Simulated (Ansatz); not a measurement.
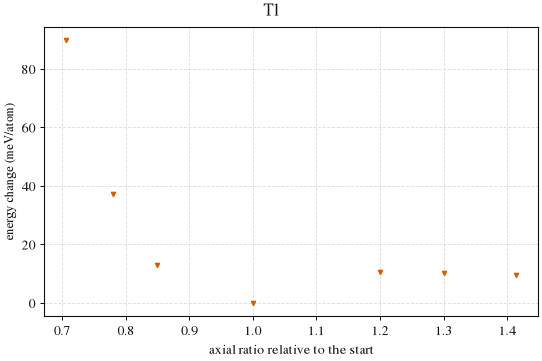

Calculation (Ansatz 0.2.0): deformation of a crystal at fixed volume, lengths along the axis scaled against those across it, fractional coordinates fixed, by plane-wave density functional theory with PAW datasets, free energies less that of the undisturbed cell; scalar-relativistic. Level: PBE with D3(BJ), no spin polarisation.

```tsv
setting	value
wave cutoff	420 eV
k mesh	20×20×20
occupations	Gaussian
smearing width	0.15 eV
k shift	(0, 0, 0) (mesh steps)
start	as given
path	tetragonal
axis direction	(0, 0, 1) (Cartesian unit vector)
```

Starting cell:
```
CELL_PARAMETERS angstrom
-1.94100 1.94100 1.94100
1.94100 -1.94100 1.94100
1.94100 1.94100 -1.94100
ATOMIC_POSITIONS crystal
Tl 0.00000 0.00000 0.00000
```

Figure. Energy change against relative axial ratio for Tl, space group Im-3m (No. 229).

The energy change is 89.76 meV/atom at relative axial ratio 0.707 and 9.47 meV/atom at 1.414; the lowest computed point is at relative axial ratio 1.000 (0.00 meV/atom).

Caveats: reference crystal is not relaxed.
